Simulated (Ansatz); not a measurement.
# CoSi2/Si/CoSi2: conductance against the thickness of the layer, part 5 of 6

Aim: the conductance of CoSi2/Si/CoSi2 junctions as the barrier thickens. Both electrodes are CoSi2 fluorite(111) turned by 180 degrees (type B); the barrier is Si diamond(111) (whole bilayers). In the first transport cell, after relaxation, the nearest pair of electrode and barrier is Si–Si at 2.39 Å, along the normal, at the lower face and Si–Si at 2.39 Å, along the normal, at the upper one. All share a net of side 3.829 Å, which strains the lower electrode by +1.0 % and the barrier by -1.0 %, against typed lattice constants near PBE's. The first steps treat the bulk electrodes alone.

Ansatz 0.2.0; PBE DFT, plane waves, PAW files (the session's first sound run).

So far, transmission at the Fermi level (a spin, zone mean): step 4 (T(E) of the junction) 0.147; step 5 (56 atoms, atomic planes in the barrier 4, gap between the …) 0.290. Also channels of the lower lead: step 4 1.27.

### 6. Conductance, 58 atoms

Level of this step: PBE DFT, plane waves, PAW files; ballistic transmission by layer matching between semi-infinite leads (Ansatz).

System of this step: CoSi2/Si/CoSi2. The cell holds 58 atoms: 18 Co and 40 Si. Its edges and angles: a = 3.829 Å, b = 3.829 Å, c = 76.600 Å, α = 90.0°, β = 90.0°, γ = 120.0°. Regions: left electrode, 26 atoms (9 Co and 17 Si); barrier, 6 atoms (6 Si); right electrode, 26 atoms (17 Si and 9 Co). Vacuum lies along c.

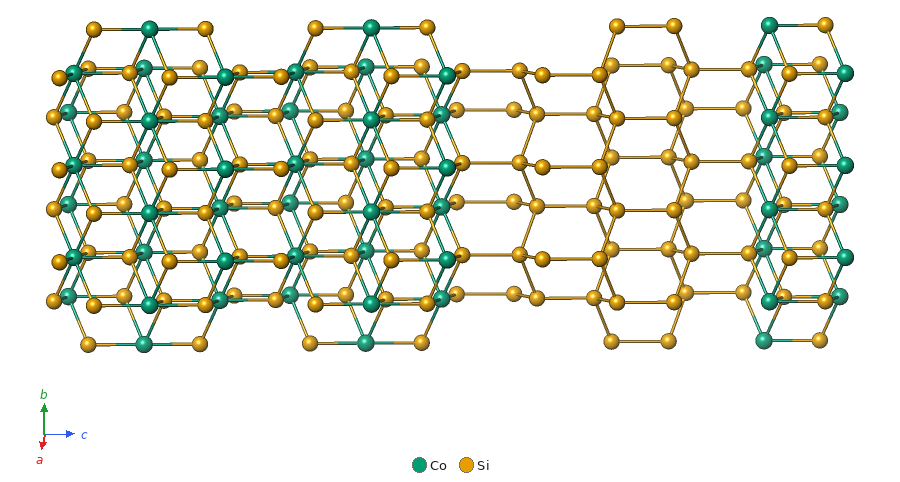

The cell of this step (cobalt teal, silicon orange). Drawn is a stretch of 33 Å of the 63 Å that the atoms span along c, seen along the normal of the bc plane, with neighbouring cells across it.

Barrier layers are added or taken out in the middle, and the relaxed faces stay.

input.yaml

```yaml
crystal:
  lattice:
    - [3.829, 0.0, 0.0]
    - [-1.9145, 3.3160112711, 0.0]
    - [0.0, 0.0, 76.5998279345]
  atoms:
    - { symbol: Co, position: [0.33333333, 0.66666667, 0.0913840173] }
    - { symbol: Si, position: [0.0, 0.0, 0.1011925091] }
    - { symbol: Si, position: [0.33333333, 0.66666667, 0.1216614942] }
    - { symbol: Co, position: [0.0, 0.0, 0.131469986] }
    - { symbol: Si, position: [0.66666667, 0.33333333, 0.1412784778] }
    - { symbol: Si, position: [0.0, 0.0, 0.1617474629] }
    - { symbol: Co, position: [0.66666667, 0.33333333, 0.1715559546] }
    - { symbol: Si, position: [0.33333333, 0.66666667, 0.1813644464] }
    - { symbol: Si, position: [0.66666667, 0.33333333, 0.2018334315] }
    - { symbol: Co, position: [0.33333333, 0.66666667, 0.2116419233] }
    - { symbol: Si, position: [0.0, 0.0, 0.2214504151] }
    - { symbol: Si, position: [0.33333333, 0.66666667, 0.2419194002] }
    - { symbol: Co, position: [0.0, 0.0, 0.251727892] }
    - { symbol: Si, position: [0.66666667, 0.33333333, 0.2615363838] }
    - { symbol: Si, position: [0.0, 0.0, 0.2820053689] }
    - { symbol: Co, position: [0.66666667, 0.33333333, 0.2918138607] }
    - { symbol: Si, position: [0.33333333, 0.66666667, 0.3016223525] }
    - { symbol: Si, position: [0.66666667, 0.33333333, 0.3220913376] }
    - { symbol: Co, position: [0.33333333, 0.66666667, 0.3318998294] }
    - { symbol: Si, position: [0.0, 0.0, 0.3417083212] }
    - { symbol: Si, position: [0.33333333, 0.66666667, 0.3621773063] }
    - { symbol: Co, position: [0.0, 0.0, 0.371985798] }
    - { symbol: Si, position: [0.66666667, 0.33333333, 0.3817942898] }
    - { symbol: Si, position: [0.0, 0.0, 0.4022632749] }
    - { symbol: Co, position: [0.66666667, 0.33333333, 0.4120717667] }
    - { symbol: Si, position: [0.33333333, 0.66666667, 0.4222436009] }
    - { symbol: Si, position: [0.33333333, 0.66666667, 0.4533926529] }
    - { symbol: Si, position: [0.66666667, 0.33333333, 0.4638109275] }
    - { symbol: Si, position: [0.66666667, 0.33333333, 0.4947593255] }
    - { symbol: Si, position: [0.0, 0.0, 0.5052405312] }
    - { symbol: Si, position: [0.0, 0.0, 0.5361889357] }
    - { symbol: Si, position: [0.33333333, 0.66666667, 0.5466072353] }
    - { symbol: Si, position: [0.33333333, 0.66666667, 0.5777563038] }
    - { symbol: Co, position: [0.0, 0.0, 0.5879282333] }
    - { symbol: Si, position: [0.66666667, 0.33333333, 0.5977367251] }
    - { symbol: Si, position: [0.0, 0.0, 0.6182057102] }
    - { symbol: Co, position: [0.66666667, 0.33333333, 0.628014202] }
    - { symbol: Si, position: [0.33333333, 0.66666667, 0.6378226937] }
    - { symbol: Si, position: [0.66666667, 0.33333333, 0.6582916788] }
    - { symbol: Co, position: [0.33333333, 0.66666667, 0.6681001706] }
    - { symbol: Si, position: [0.0, 0.0, 0.6779086624] }
    - { symbol: Si, position: [0.33333333, 0.66666667, 0.6983776475] }
    - { symbol: Co, position: [0.0, 0.0, 0.7081861393] }
    - { symbol: Si, position: [0.66666667, 0.33333333, 0.7179946311] }
    - { symbol: Si, position: [0.0, 0.0, 0.7384636162] }
    - { symbol: Co, position: [0.66666667, 0.33333333, 0.748272108] }
    - { symbol: Si, position: [0.33333333, 0.66666667, 0.7580805998] }
    - { symbol: Si, position: [0.66666667, 0.33333333, 0.7785495849] }
    - { symbol: Co, position: [0.33333333, 0.66666667, 0.7883580767] }
    - { symbol: Si, position: [0.0, 0.0, 0.7981665685] }
    - { symbol: Si, position: [0.33333333, 0.66666667, 0.8186355536] }
    - { symbol: Co, position: [0.0, 0.0, 0.8284440454] }
    - { symbol: Si, position: [0.66666667, 0.33333333, 0.8382525371] }
    - { symbol: Si, position: [0.0, 0.0, 0.8587215222] }
    - { symbol: Co, position: [0.66666667, 0.33333333, 0.868530014] }
    - { symbol: Si, position: [0.33333333, 0.66666667, 0.8783385058] }
    - { symbol: Si, position: [0.66666667, 0.33333333, 0.8988074909] }
    - { symbol: Co, position: [0.33333333, 0.66666667, 0.9086159827] }
kpoints:
  mp_grid: { grid: [8, 8, 1] }
scf:
  occupations: { method: fermi_dirac, width: 0.1 }
  max_iter: 150
hamiltonian:
  xc: pbe
output:
  transmission:
    kmesh: [24, 24]
    e_range: [-0.26, 0.27]
    de: 0.0375
    leads: [[11, 14], [44, 47]]
```

Run with:

```sh
$ ansatz run input.yaml --threads 8 --pin off --max-ram 24576MiB --backend cpu --events-out ev --progress --plain --runs-dir out
```

Numbers of over 12 decimals in the logs are rounded to 6 here.

Log:

```text
[...]
Crystal: 58 atoms, lattice volume = 972.589 Å³
Basis set: ecut = 420 eV, 18965 PW (Γ)
Bands: 291, of which v1, the nominal top of the filled ones, is band 233 counted from 1 (232 counted from 0)
Symmetry: 12 space group operations
[...]
k-points: 10 of 64
[...]
SCF iter   1: F=—  HF=-117722.053716 eV  |F-HF|=—  |Δ(HF+E_count)|=         —  Δρ=8.94e-3  dr2=9.99e0  ethr=1.77e-3  ⟨swp⟩=8.4  Hψ=14932  notcnv=0  defer=112
[...]
SCF iter  13: F=-117721.955563 eV  HF=-117721.955563 eV  |F-HF|=3.14e-8  |Δ(HF+E_count)|=   2.04e-8  Δρ=6.81e-7  dr2=3.35e-8  ethr=2.15e-11  ⟨swp⟩=17.0  Hψ=11919  notcnv=0
SCF 1 converged in 13 iterations: F = -117721.955563 eV  dr2 = 3.35e-8
[...]
transmission: 364 of 3538 steps passed
transmission: 712 of 3538 steps passed
[...]
transmission: 3538 of 3538 steps passed
SCF converged after 13 iterations
Free energy (F): -117721.955563 eV
[...]
Internal energy: -117721.141507 eV  (E = F + TS)
E sigma→0 (E₀):  -117721.548535 eV
Entropy (-TS):   -0.814056 eV (-14.035 meV/atom)
Fermi energy:    8.819434 eV
[...]
--- Band table (eV; the first three rows and the last of 10) ---
  k-point 0: bands = [... 229 lower, 10.2804, 10.2804, 10.5312, 10.5588, 10.5783, 10.7170, 10.7428, 10.7631, ... 54 higher]
  k-point 1: bands = [... 229 lower, 9.8736, 9.9717, 9.9784, 9.9932, 10.2422, 10.2478, 10.3330, 10.3372, ... 54 higher]
  k-point 2: bands = [... 229 lower, 9.0215, 9.0809, 9.3150, 9.3197, 9.4697, 9.5181, 9.6489, 9.6530, ... 54 higher]
  k-point 9: bands = [... 229 lower, 8.2550, 8.2585, 8.3169, 8.3170, 8.3350, 8.3361, 8.3692, 8.3695, ... 54 higher]
--- Transmission ---
  basis      : 109 plane waves across, 58 finite elements along
  points     : 61, standing for a mesh of 24 x 24
[...]
filled         : 13.0 meV over the level at which it is neutral
    channels       : 1.348958e0 a spin
[...]
slowest decay  : 0.0411 /Å at (0.3333, 0.2083)
[...]
filled         : 13.0 meV over the level at which it is neutral
    channels       : 1.348958e0 a spin
[...]
slowest decay  : 0.0411 /Å at (0.3333, 0.2083)
  junction   : crystal 0 to crystal 1, 20.82 to 55.78 Å
    transmission   : 1.290937e-1 a spin
[...]
resistance     : 1.1284e-2 Ω µm² beyond half of each lead's own
```

It took 2.5 min on 8 threads of Arm Neoverse V2, shared host; peak memory 11 GiB; 18 min of CPU time.

This step gave:

```
free energy                                         : -117721.9556 eV
Fermi energy                                        : 8.819 eV
transmission at the Fermi level (a spin, zone mean) : 0.1291
potential step in the lower lead                    : 6 meV
ballistic conductance of the lower lead             : 8.08e14 S/m²
potential step in the upper lead                    : 6 meV
ballistic conductance of the upper lead             : 8.08e14 S/m²
junction conductance                                : 7.99e13 S/m²
error estimates by source, in the log's order       : 0.3, 0, 13.4, 5.9, 0.5 %
resistance-area product beyond the leads            : 0.01128 Ω um²
```

One spin. Transmission, zone mean against energy, zero at the Fermi level:

```
energy (eV)  transmission, zone mean
     -0.260                    0.127
     -0.223                    0.139
     -0.185                    0.133
     -0.147                    0.128
     -0.110                    0.133
     -0.072                    0.125
     -0.035                    0.128
      0.003                    0.129
      0.040                    0.131
      0.077                    0.130
      0.115                    0.129
      0.152                    0.141
      0.190                    0.158
      0.228                    0.133
      0.265                    0.148
```

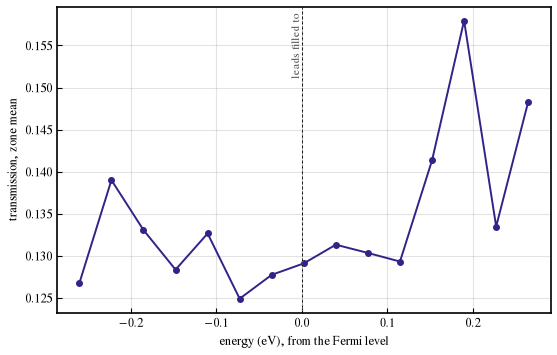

Transmission, zone mean, plotted against energy.

One spin. Table of open channels, zone mean, lower lead = upper lead by energy, zero at the Fermi level:

```
energy (eV)  open channels, zone mean, lower lead = upper lead
     -0.260                                               1.61
     -0.223                                               1.53
     -0.185                                               1.47
     -0.147                                               1.44
     -0.110                                               1.44
     -0.072                                               1.37
     -0.035                                               1.35
      0.003                                               1.35
      0.040                                               1.29
      0.077                                               1.21
      0.115                                               1.20
      0.152                                               1.20
      0.190                                               1.20
      0.228                                               1.13
      0.265                                               1.14
```

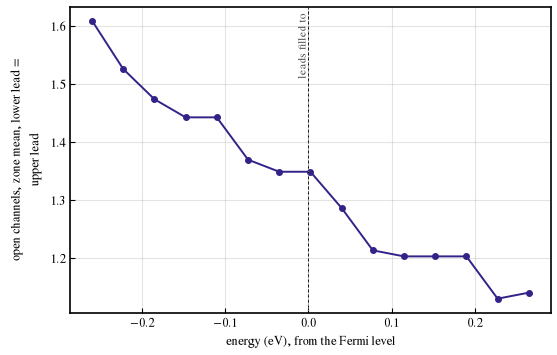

Open channels, zone mean, lower lead = upper lead against energy.

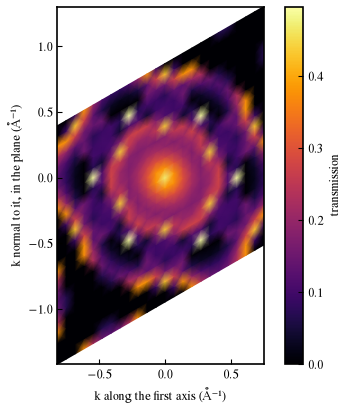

Transmission over k1 and k2. At 0.0025 eV from the Fermi level.

G = 8.0e13 S/m² (1/G = 0.0125 Ω µm²), 0.46 times the step before of this kind. The largest error estimate is 13 %, from the mesh across the current. In the worse lead the potential repeats within 6 meV, which the program lets pass, though it still puts 5.9 % of error on the junction's conductance through them.

### 7. Conductance on a fine mesh, atomic planes in the barrier 8, gap between the electrodes 15.09 Å

System of this step: CoSi2/Si/CoSi2. The cell holds 60 atoms: 18 Co and 42 Si. Its edges and angles: a = 3.829 Å, b = 3.829 Å, c = 79.773 Å, α = 90.0°, β = 90.0°, γ = 120.0°. Regions: left electrode, 26 atoms (9 Co and 17 Si); barrier, 8 atoms (8 Si); right electrode, 26 atoms (17 Si and 9 Co). Vacuum lies along c.

Barrier layers are added or taken out in the middle, and the relaxed faces stay.

input.yaml

```yaml
crystal:
  lattice:
    - [3.829, 0.0, 0.0]
    - [-1.9145, 3.3160112711, 0.0]
    - [0.0, 0.0, 79.7733289483]
  atoms:
    - { symbol: Co, position: [0.33333333, 0.66666667, 0.0877486259] }
    - { symbol: Si, position: [0.0, 0.0, 0.0971669214] }
    - { symbol: Si, position: [0.33333333, 0.66666667, 0.11682162] }
    - { symbol: Co, position: [0.0, 0.0, 0.1262399155] }
    - { symbol: Si, position: [0.66666667, 0.33333333, 0.135658211] }
    - { symbol: Si, position: [0.0, 0.0, 0.1553129096] }
    - { symbol: Co, position: [0.66666667, 0.33333333, 0.164731205] }
    - { symbol: Si, position: [0.33333333, 0.66666667, 0.1741495005] }
    - { symbol: Si, position: [0.66666667, 0.33333333, 0.1938041991] }
    - { symbol: Co, position: [0.33333333, 0.66666667, 0.2032224946] }
    - { symbol: Si, position: [0.0, 0.0, 0.2126407901] }
    - { symbol: Si, position: [0.33333333, 0.66666667, 0.2322954887] }
    - { symbol: Co, position: [0.0, 0.0, 0.2417137841] }
    - { symbol: Si, position: [0.66666667, 0.33333333, 0.2511320796] }
    - { symbol: Si, position: [0.0, 0.0, 0.2707867782] }
    - { symbol: Co, position: [0.66666667, 0.33333333, 0.2802050737] }
    - { symbol: Si, position: [0.33333333, 0.66666667, 0.2896233692] }
    - { symbol: Si, position: [0.66666667, 0.33333333, 0.3092780678] }
    - { symbol: Co, position: [0.33333333, 0.66666667, 0.3186963633] }
    - { symbol: Si, position: [0.0, 0.0, 0.3281146587] }
    - { symbol: Si, position: [0.33333333, 0.66666667, 0.3477693573] }
    - { symbol: Co, position: [0.0, 0.0, 0.3571876528] }
    - { symbol: Si, position: [0.66666667, 0.33333333, 0.3666059483] }
    - { symbol: Si, position: [0.0, 0.0, 0.3862606469] }
    - { symbol: Co, position: [0.66666667, 0.33333333, 0.3956789424] }
    - { symbol: Si, position: [0.33333333, 0.66666667, 0.4054461259] }
    - { symbol: Si, position: [0.33333333, 0.66666667, 0.4353560226] }
    - { symbol: Si, position: [0.66666667, 0.33333333, 0.4453598428] }
    - { symbol: Si, position: [0.66666667, 0.33333333, 0.4750770678] }
    - { symbol: Si, position: [0.0, 0.0, 0.4851413156] }
    - { symbol: Si, position: [0.0, 0.0, 0.5148585468] }
    - { symbol: Si, position: [0.33333333, 0.66666667, 0.5249227946] }
    - { symbol: Si, position: [0.33333333, 0.66666667, 0.5546400258] }
    - { symbol: Si, position: [0.66666667, 0.33333333, 0.5646438701] }
    - { symbol: Si, position: [0.66666667, 0.33333333, 0.5945537825] }
    - { symbol: Co, position: [0.33333333, 0.66666667, 0.6043210576] }
    - { symbol: Si, position: [0.0, 0.0, 0.6137393531] }
    - { symbol: Si, position: [0.33333333, 0.66666667, 0.6333940517] }
    - { symbol: Co, position: [0.0, 0.0, 0.6428123472] }
    - { symbol: Si, position: [0.66666667, 0.33333333, 0.6522306427] }
    - { symbol: Si, position: [0.0, 0.0, 0.6718853413] }
    - { symbol: Co, position: [0.66666667, 0.33333333, 0.6813036367] }
    - { symbol: Si, position: [0.33333333, 0.66666667, 0.6907219322] }
    - { symbol: Si, position: [0.66666667, 0.33333333, 0.7103766308] }
    - { symbol: Co, position: [0.33333333, 0.66666667, 0.7197949263] }
    - { symbol: Si, position: [0.0, 0.0, 0.7292132218] }
    - { symbol: Si, position: [0.33333333, 0.66666667, 0.7488679204] }
    - { symbol: Co, position: [0.0, 0.0, 0.7582862159] }
    - { symbol: Si, position: [0.66666667, 0.33333333, 0.7677045113] }
    - { symbol: Si, position: [0.0, 0.0, 0.7873592099] }
    - { symbol: Co, position: [0.66666667, 0.33333333, 0.7967775054] }
    - { symbol: Si, position: [0.33333333, 0.66666667, 0.8061958009] }
    - { symbol: Si, position: [0.66666667, 0.33333333, 0.8258504995] }
    - { symbol: Co, position: [0.33333333, 0.66666667, 0.835268795] }
    - { symbol: Si, position: [0.0, 0.0, 0.8446870904] }
    - { symbol: Si, position: [0.33333333, 0.66666667, 0.864341789] }
    - { symbol: Co, position: [0.0, 0.0, 0.8737600845] }
    - { symbol: Si, position: [0.66666667, 0.33333333, 0.88317838] }
    - { symbol: Si, position: [0.0, 0.0, 0.9028330786] }
    - { symbol: Co, position: [0.66666667, 0.33333333, 0.9122513741] }
kpoints:
  mp_grid: { grid: [8, 8, 1] }
scf:
  occupations: { method: fermi_dirac, width: 0.1 }
  max_iter: 150
hamiltonian:
  xc: pbe
output:
  transmission:
    kmesh: [24, 24]
    e_range: [-0.26, 0.27]
    de: 0.0375
    leads: [[11, 14], [46, 49]]
```

Log:

```text
[...]
Crystal: 60 atoms, lattice volume = 1012.883 Å³
Basis set: ecut = 420 eV, 19791 PW (Γ)
Bands: 297, of which v1, the nominal top of the filled ones, is band 237 counted from 1 (236 counted from 0)
Symmetry: 12 space group operations
[...]
k-points: 10 of 64
[...]
channels       : 1.348958e0 a spin
[...]
slowest decay  : 0.0407 /Å at (0.3333, 0.2083)
[...]
filled         : 12.8 meV over the level at which it is neutral
    channels       : 1.348958e0 a spin
[...]
slowest decay  : 0.0407 /Å at (0.3333, 0.2083)
  junction   : crystal 0 to crystal 1, 20.82 to 58.96 Å
    transmission   : 4.448016e-2 a spin
[...]
resistance     : 3.4223e-2 Ω µm² beyond half of each lead's own
[key lines of the parts left out:]
SCF converged after 12 iterations
Free energy (F): -118993.568081 eV
Fermi energy:    8.715275 eV
```

Elapsed: 2.8 min, on 8 threads; peak memory 12 GiB.

G = 2.8e13 S/m² (1/G = 0.0355 Ω µm²), 0.35 times the step before of this kind. The largest error estimate is 13 %, from the mesh across the current. In the worse lead the potential repeats within 5.9 meV, which the program lets pass, though it still puts 5.5 % of error on the junction's conductance through them.

[end of part 5 of 6]

[Logs are printed without paths, hosts, clocks, repeated set-up lines and the standing remarks that a program may print on its own settings, such as how far it seeks lower states.]

[Hosts, paths, dates, database ids (printed as entryN), source tags and the programs' standing remarks are cut or masked in the printed files.]
